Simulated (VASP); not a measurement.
## GW on ZnSe (Stilleite)

Aim: the quasiparticle gap of ZnSe (Stilleite), and what it costs to get it. The cell is of the zinc-blende type, one of the forms listed for this formula. The start is a cell from a database of measured crystal structures.

Method: PBE; plane waves and PAW (Zn_GW, Se_GW), in the first sound run; inputs show where later runs differ, in VASP 6.6.1.

## Step 1: The starting structure

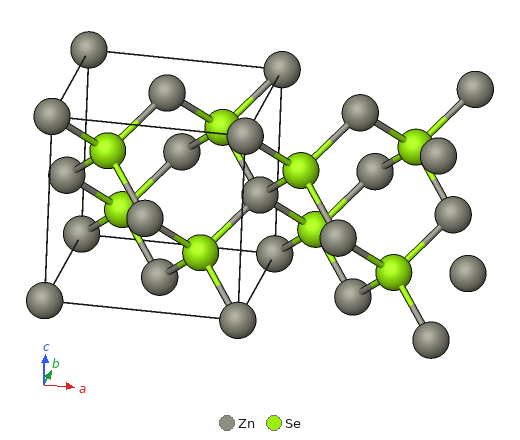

The starting structure, seen slightly off an axis (zinc grey, selenium green). 2×1×1 cells are drawn. This picture shows the conventional cell, with its axes. Bonds to atoms that aren't drawn are left out. Some periodic images of atoms are drawn too.

## Step 2: Ground state

The orbitals come from a self-consistent PBE run with a tight EDIFF and a narrow smearing. KPOINTS_OPT adds the bands along a path, which shows whether the mesh holds the band edges.

Contents of INCAR:

```
SYSTEM = ZnSe
PREC = Accurate
ENCUT = 350
EDIFF = 1E-08
NELM = 100
ISMEAR = 0
SIGMA = 0.01
LREAL = .FALSE.
ALGO = Normal
GGA = PE
NBANDS = 15
LORBIT = 11
LWAVE = .TRUE.
LCHARG = .FALSE.
KPAR = 8
```

Contents of POSCAR:

```
ZnSe
1.0
    0.0000000000      2.8338000000      2.8338000000
    2.8338000000      0.0000000000      2.8338000000
    2.8338000000      2.8338000000      0.0000000000
Zn Se
1 1
Direct
    0.0000000000      0.0000000000      0.0000000000
    0.2500000000      0.2500000000      0.2500000000
```

Contents of KPOINTS:

```
Automatic mesh
0
Gamma
6 6 6
0 0 0
```

Contents of KPOINTS_OPT:

```
Line mode
12
Line-mode
Reciprocal
  0.00000000   0.00000000   0.00000000 GAMMA
  0.50000000   0.00000000   0.50000000 X

  0.50000000   0.00000000   0.50000000 X
  0.50000000   0.25000000   0.75000000 W

  0.50000000   0.25000000   0.75000000 W
  0.37500000   0.37500000   0.75000000 K

  0.37500000   0.37500000   0.75000000 K
  0.00000000   0.00000000   0.00000000 GAMMA

  0.00000000   0.00000000   0.00000000 GAMMA
  0.50000000   0.50000000   0.50000000 L

  0.50000000   0.50000000   0.50000000 L
  0.62500000   0.25000000   0.62500000 U

  0.62500000   0.25000000   0.62500000 U
  0.50000000   0.25000000   0.75000000 W

  0.50000000   0.25000000   0.75000000 W
  0.50000000   0.50000000   0.50000000 L

  0.50000000   0.50000000   0.50000000 L
  0.37500000   0.37500000   0.75000000 K

  0.62500000   0.25000000   0.62500000 U
  0.50000000   0.00000000   0.50000000 X
```

Potentials, in the order of the species: Zn_GW and Se_GW (PBE family, release 64).

Command:

```sh
> mpirun -np 8 vasp_std
```

Log:

```text
[banner, memory and clock lines left out]
running    8 mpi-ranks, on    1 nodes
 distrk:  each k-point on    1 cores,    8 groups
 distr:  one band on    1 cores,    1 groups

 POSCAR found type information on POSCAR ZnSe
 POSCAR found :  2 types and       2 ions
|                                                                             |
|           W    W    AA    RRRRR   N    N  II  N    N   GGGG   !!!           |
|           W    W   A  A   R    R  NN   N  II  NN   N  G    G  !!!           |
|           W    W  A    A  R    R  N N  N  II  N N  N  G       !!!           |
|           W WW W  AAAAAA  RRRRR   N  N N  II  N  N N  G  GGG   !            |
|           WW  WW  A    A  R   R   N   NN  II  N   NN  G    G                |
|           W    W  A    A  R    R  N    N  II  N    N   GGGG   !!!           |
|                                                                             |
|     For optimal performance we recommend to set                             |
|       NCORE = 2 up to number-of-cores-per-socket                            |
|     NCORE specifies how many cores store one orbital (NPAR=cpu/NCORE).      |
|     This setting can greatly improve the performance of VASP for DFT.       |
|     The default, NCORE=1 might be grossly inefficient on modern             |
|     multi-core architectures or massively parallel machines. Do your        |
|     Unfortunately you need to use the default for GW and RPA                |
|     calculations (for HF NCORE is supported but not extensively tested      |
|     yet).                                                                   |
|                                                                             |

 LDA part: xc-table for (Slater+PW92), standard interpolation
 POSCAR, INCAR and KPOINTS ok, starting setup
 FFT: planning ... GRIDC
 FFT: planning ... GRID_SOFT
 FFT: planning ... GRID
 WAVECAR not read
 entering main loop
       N       E                     dE             d eps       ncg     rms          rms(c)
DAV:   1     0.107381219155E+03    0.10738E+03   -0.69311E+03   487   0.153E+03
DAV:   2     0.332055039334E+00   -0.10705E+03   -0.10017E+03   544   0.272E+02
DAV:   3    -0.620898846569E+01   -0.65410E+01   -0.64887E+01   737   0.681E+01
DAV:   4    -0.631124588936E+01   -0.10226E+00   -0.10224E+00   561   0.715E+00
DAV:   5    -0.631358938089E+01   -0.23435E-02   -0.23434E-02   758   0.128E+00    0.251E+00
DAV:   6    -0.604404425457E+01    0.26955E+00   -0.68875E-01   754   0.501E+01    0.125E+00
DAV:   7    -0.601849478023E+01    0.25549E-01   -0.19287E-01   696   0.107E+01    0.579E-01
DAV:   8    -0.601660306508E+01    0.18917E-02   -0.88723E-03   776   0.353E+00    0.270E-01
DAV:   9    -0.601691949582E+01   -0.31643E-03   -0.23111E-03   748   0.493E-01    0.254E-02
DAV:  10    -0.601698388696E+01   -0.64391E-04   -0.10012E-04   718   0.212E-01    0.108E-02
DAV:  11    -0.601700177263E+01   -0.17886E-04   -0.29591E-05   564   0.695E-02    0.214E-03
DAV:  12    -0.601700259269E+01   -0.82006E-06   -0.94324E-07   645   0.110E-02    0.896E-04
DAV:  13    -0.601700288364E+01   -0.29095E-06   -0.21015E-07   571   0.302E-03    0.244E-04
DAV:  14    -0.601700288512E+01   -0.14841E-08   -0.92212E-09   493   0.220E-03
   1 F= -.60170029E+01 E0= -.60170029E+01  d E =-.105300E-71
 Start KPOINTS_OPT (optional k-point list driver)
k-point batch [1-16\120]
       N       E                     dE             ncg
DAV:   1     0.956718001752E+03   -0.43962E+04      488
DAV:   2    -0.729786318213E+03   -0.16865E+04      537
DAV:   3    -0.842116629312E+03   -0.11233E+03      751
DAV:   4    -0.843933772482E+03   -0.18171E+01      606
DAV:   5    -0.843973848760E+03   -0.40076E-01      727
DAV:   6    -0.843974334341E+03   -0.48558E-03      613
DAV:   7    -0.843974340677E+03   -0.63362E-05      734
DAV:   8    -0.843974340760E+03   -0.82675E-07      625
DAV:   9    -0.843974340762E+03   -0.16171E-08      527
[...]
k-point batch [113-120\120]
       N       E                     dE             ncg
DAV:   1     0.481305843471E+04   -0.41214E+04      247
DAV:   2     0.394831652137E+04   -0.86474E+03      268
DAV:   3     0.389453700582E+04   -0.53780E+02      372
DAV:   4     0.389356011438E+04   -0.97689E+00      306
DAV:   5     0.389354347998E+04   -0.16634E-01      357
DAV:   6     0.389354324151E+04   -0.23847E-03      306
DAV:   7     0.389354323802E+04   -0.34939E-05      364
DAV:   8     0.389354323798E+04   -0.34618E-07      334
DAV:   9     0.389354323798E+04   -0.44338E-09      267
 writing wavefunctions
```

Run time: 4.2 s. Hardware: 8 MPI ranks of Intel Xeon Platinum 8488C (Sapphire Rapids), shared host; peak memory 1.1 GiB.

The logs omit lines about the potential files and the build; timing stands in the text.

Parts of OUTCAR (step 2):

```text
ion  position               nearest neighbor table
   1  0.000  0.000  0.000-   2 2.45   2 2.45   2 2.45   2 2.45
   2  0.250  0.250  0.250-   1 2.45   1 2.45   1 2.45   1 2.45

  LATTYP: Found a face centered cubic cell.
 ALAT       =     5.6676000000

 Subroutine GETGRP returns: Found 24 space group operations
 (whereof 24 operations were pure point group operations)

The static configuration has the point symmetry T_d .

 Found     16 irreducible k-points:

   k-points           NKPTS =     16   k-points in BZ     NKDIM =     16   number of bands    NBANDS=     15

   dimension x,y,z NGX =    24 NGY =   24 NGZ =   24
   dimension x,y,z NGXF=    48 NGYF=   48 NGZF=   48

   ENCUT  =  350.0 eV  25.72 Ry    5.07 a.u.   6.11  6.11  6.11*2*pi/ulx,y,z

   NELECT =      18.0000    total number of electrons

 k-points in reciprocal lattice and weights: Automatic mesh
   0.00000000  0.00000000  0.00000000       0.005
   0.16666667  0.00000000  0.00000000       0.037
   0.33333333  0.00000000  0.00000000       0.037
   0.50000000  0.00000000  0.00000000       0.019
   0.16666667  0.16666667  0.00000000       0.028
   0.33333333  0.16666667  0.00000000       0.111
   0.50000000  0.16666667  0.00000000       0.111
  -0.33333333  0.16666667  0.00000000       0.111
  -0.16666667  0.16666667  0.00000000       0.056
[...]
-0.33333333  0.33333333  0.16666667       0.111
  -0.33333333  0.50000000  0.16666667       0.056

 average (electrostatic) potential at core
       1 -65.3317       2 -54.9361

 E-fermi :   2.7736

 k-point     1 :       0.0000    0.0000    0.0000
  band No.  band energies     occupation
    ...
      5      -3.5234      2.00000
      6      -3.5234      2.00000
      7       2.6486      2.00000
      8       2.6486      2.00000
      9       2.6486      2.00000
     10       3.9253      0.00000
     11       8.4461      0.00000
     12       8.4461      0.00000
     13       8.4461      0.00000
     14      12.5718      0.00000
    ...

 k-point     2 :       0.1667    0.0000    0.0000
  band No.  band energies     occupation
    ...
      5      -3.5251      2.00000
      6      -3.5251      2.00000
      7       0.7414      2.00000
      8       2.3959      2.00000
      9       2.3959      2.00000
     10       5.1896      0.00000
     11       8.5157      0.00000
     12       8.8478      0.00000
     13       8.8479      0.00000
     14      13.1028      0.00000
    ...

 k-point     3 :       0.3333    0.0000    0.0000
  band No.  band energies     occupation
    ...
      5      -3.5167      2.00000
      6      -3.5167      2.00000
      7      -1.4092      2.00000
      8       1.9681      2.00000
      9       1.9681      2.00000
     10       5.3204      0.00000
     11       9.1198      0.00000
     12       9.1198      0.00000
     13      10.2109      0.00000
     14      13.0628      0.00000
    ...

  Total        0.5968000      0.5968000      0.5968000      0.0000000      0.0000000      0.0000000
  in kB       21.0088291     21.0088291     21.0088291      0.0000000      0.0000000      0.0000000
  external PRESSURE =      21.0088291 kB  Pullay stress =       0.0000000 kB

  energy-cutoff  :      350.00
  volume of cell :       45.51
      direct lattice vectors                 reciprocal lattice vectors
     0.000000000  2.833800000  2.833800000    -0.176441527  0.176441527  0.176441527
     2.833800000  0.000000000  2.833800000     0.176441527 -0.176441527  0.176441527
     2.833800000  2.833800000  0.000000000     0.176441527  0.176441527 -0.176441527

 POSITION                                       TOTAL-FORCE (eV/Angst)
 -----------------------------------------------------------------------------------
      0.00000      0.00000      0.00000        -0.000000     -0.000000     -0.000000
      1.41690      1.41690      1.41690         0.000000      0.000000      0.000000
 -----------------------------------------------------------------------------------
    total drift:                               -0.000001     -0.000001      0.000000

  FREE ENERGIE OF THE ION-ELECTRON SYSTEM (eV)
  ---------------------------------------------------
  free  energy   TOTEN  =        -6.0170028851 eV

  energy  without entropy=       -6.0170028851  energy(sigma->0) =       -6.01700289

 total charge
# of ion       s       p       d       tot
------------------------------------------
    1        0.513   0.436   9.761  10.711
    2        1.423   2.387   0.030   3.840
--------------------------------------------------
tot          1.936   2.823   9.791  14.550

[... 3 further parts left out ...]
```

This step gave:

```
free energy (TOTEN)               : -6.017 eV
Fermi energy                      : 2.774 eV
pressure                          : 2.101 GPa
least gap on mesh and path        : 1.277 eV
least direct gap on mesh and path : 1.277 eV
```

The highest empty bands on the path are converged less tightly, to about 0.1 eV. Electronic bands along the path, in eV, zero at the valence-band top; v1 is the highest filled band, c1 the lowest empty one:

```tsv
point	v4	v3	v2	v1	c1	c2	c3	c4
Γ	-6.17	0.00	0.00	0.00	1.28	5.80	5.80	5.80
X	-5.99	-4.75	-2.19	-2.19	2.98	3.46	10.72	11.24
W	-5.87	-4.68	-2.76	-2.66	5.48	5.55	6.95	7.70
K	-5.91	-4.72	-3.09	-1.79	3.58	5.59	9.04	9.26
Γ	-6.17	0.00	0.00	0.00	1.28	5.80	5.80	5.80
L	-6.01	-5.23	-0.87	-0.87	2.54	6.38	6.38	8.57
U	-5.91	-4.72	-3.09	-1.79	3.58	5.59	9.04	9.26
W	-5.87	-4.68	-2.76	-2.66	5.48	5.55	6.95	7.70
L	-6.01	-5.23	-0.87	-0.87	2.54	6.38	6.38	8.57
K	-5.91	-4.72	-3.09	-1.79	3.58	5.59	9.04	9.26
jump to U	-5.91	-4.72	-3.09	-1.79	3.58	5.59	9.04	9.26
X	-5.99	-4.75	-2.19	-2.19	2.98	3.46	10.72	11.24
```

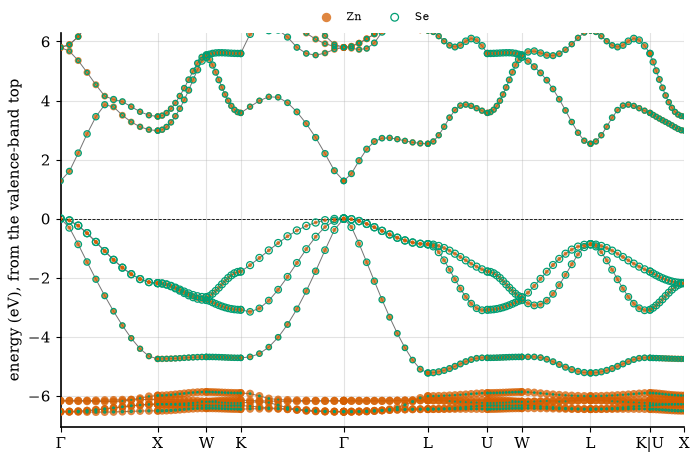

Electronic bands along the path; dots are coloured as in the legend, and their area grows with the weight.

The cell has a gap of 1.28 eV on mesh and path and a pressure of +2.1 GPa, which holds the misfit of the given cell and coordinates with this functional, and any error of cutoff, mesh and data sets. Spin-orbit coupling is left out, which can shift or reorder these edges.

## Step 3: Empty bands

The next step needs empty bands that the ground-state run didn't converge, so the Hamiltonian is diagonalised exactly for NBANDS bands, in a single step. LOPTICS writes the k-derivatives of the orbitals (WAVEDER), which give the long-wavelength limit of the screening.

Contents of INCAR:

```
SYSTEM = ZnSe
PREC = Accurate
ENCUT = 350
ISMEAR = 0
SIGMA = 0.01
LREAL = .FALSE.
GGA = PE
NBANDS = 104
ALGO = Exact
NELM = 1
LWAVE = .TRUE.
LCHARG = .FALSE.
LOPTICS = .TRUE.
NEDOS = 1000
CSHIFT = 0.1
```

POSCAR is that of step 2.

KPOINTS is that of step 2.

Command:

```sh
> mpirun -np 8 vasp_std
```

Log:

```text
[banner, memory and clock lines left out]
running    8 mpi-ranks, on    1 nodes
 distrk:  each k-point on    8 cores,    1 groups
 distr:  one band on    1 cores,    8 groups

 POSCAR found type information on POSCAR ZnSe
 POSCAR found :  2 types and       2 ions
 [... a notice as in an earlier step ...]

 LDA part: xc-table for (Slater+PW92), standard interpolation
 found WAVECAR, reading the header
  number of bands has changed, file:    15 present:   104
  trying to continue reading WAVECAR, but it might fail
 POSCAR, INCAR and KPOINTS ok, starting setup
 FFT: planning ... GRIDC
 FFT: planning ... GRID_SOFT
 FFT: planning ... GRID
 reading WAVECAR
 random initialization beyond band           15
 the WAVECAR file was read successfully
 initial charge from wavefunction
 entering main loop
       N       E                     dE             d eps       ncg     rms          rms(c)
DIA:   1    -0.601700289669E+01   -0.60170E+01    0.00000E+00     0   0.000E+00
   1 F= -.60170029E+01 E0= -.60170029E+01  d E =-.610223E-15
 writing wavefunctions
 optical routines
 imaginary and real dielectric function
 recalculating local potential from charge density
 direction            1
 direction            2
 direction            3
```

Run time: 4.4 s. Hardware: 8 MPI ranks; peak memory 1.1 GiB.

Parts of OUTCAR (step 3):

```text
The static configuration has the point symmetry T_d .

 Found     16 irreducible k-points:

   k-points           NKPTS =     16   k-points in BZ     NKDIM =     16   number of bands    NBANDS=    104

   NELECT =      18.0000    total number of electrons

 E-fermi :   2.6991

 k-point     1 :       0.0000    0.0000    0.0000
  band No.  band energies     occupation
    ...
      5      -3.5234      2.00000
      6      -3.5234      2.00000
      7       2.6485      2.00000
      8       2.6485      2.00000
      9       2.6485      2.00000
     10       3.9253      0.00000
     11       8.4461      0.00000
     12       8.4461      0.00000
     13       8.4461      0.00000
     14      12.5718      0.00000
    ...

 k-point     2 :       0.1667    0.0000    0.0000
  band No.  band energies     occupation
    ...
      5      -3.5251      2.00000
      6      -3.5251      2.00000
      7       0.7414      2.00000
      8       2.3958      2.00000
      9       2.3959      2.00000
     10       5.1895      0.00000
     11       8.5157      0.00000
     12       8.8478      0.00000
     13       8.8479      0.00000
     14      13.1028      0.00000
    ...

  Total        0.5956460      0.5956460      0.5956460      0.0000000     -0.0000000      0.0000000
  in kB       20.9682048     20.9682048     20.9682048      0.0000000     -0.0000000      0.0000000
  external PRESSURE =      20.9682048 kB  Pullay stress =       0.0000000 kB

  FREE ENERGIE OF THE ION-ELECTRON SYSTEM (eV)
  ---------------------------------------------------
  free  energy   TOTEN  =        -6.0170028967 eV

  energy  without entropy=       -6.0170028967  energy(sigma->0) =       -6.01700290

 plasma frequency squared (from intraband transitions) (eV^2)
  --------------------------------------------------------------------------------------
       0.000       0.000      -0.000
       0.000       0.000       0.000
      -0.000       0.000       0.000

[... 9 parts as in an earlier step ...]

[... 4 further parts left out ...]
```

WAVECAR now holds 104 bands for 18 electrons. Its independent-particle dielectric tensor has xx, yy, zz = 9.4, 9.4, 9.4 on this mesh, which isn't tested for convergence in mesh or bands and lacks local fields.

(Part 1 of 3 ends here.)

[Lines on the potential files, build, host, timing and source positions are cut from VASP's logs without a mark.]

[Logs are printed without paths, hosts, clocks, repeated set-up lines and the standing remarks that a program may print on its own settings, such as how far it seeks lower states.]

[Hosts, paths, dates, database ids (printed as entryN), source tags and the programs' standing remarks are cut or masked in the printed files.]

[Pressures printed for these runs are not shown converged in the cutoff: they can be off by several GPa and have the wrong sign.]
